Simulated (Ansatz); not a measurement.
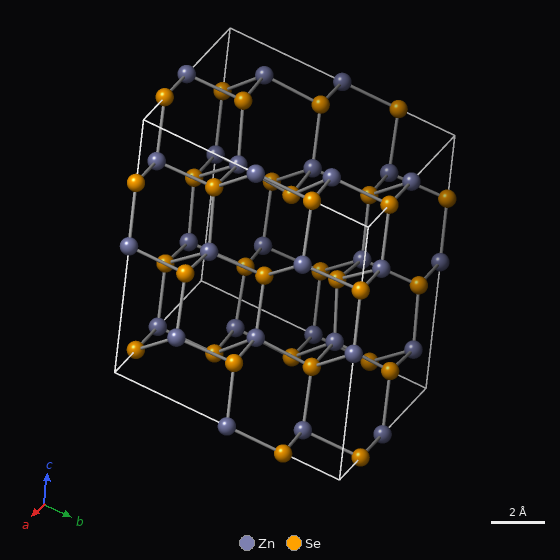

This ball-and-stick model is shown from a general direction. The wireframe shows the supercell. The host is ZnSe, in a cell of 32 sites, and the cell carries a charge of -2.

Identify the point defect.

A zinc vacancy. Around the empty site lie four Se at about 2.3 Å.

Run with Ansatz, DFT PBEsol, scalar-relativistic, plane waves, PAW and these settings: plane waves up to 420 eV, Brillouin-zone sampling on a 2×2×2 mesh, Gaussian smearing of 0.01 eV, collinear spins.

Does the defect carry a magnetic moment?

No net moment.

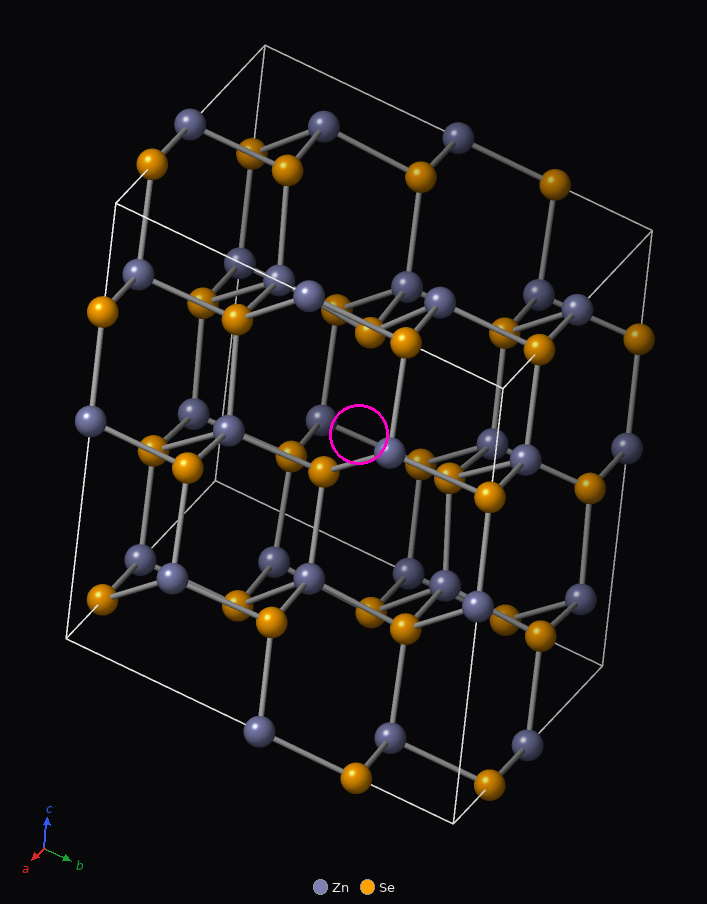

The same cell with a ring at the defect's site.

The atoms were relaxed in the host's cell with Ansatz, DFT PBEsol, scalar-relativistic, plane waves, PAW.
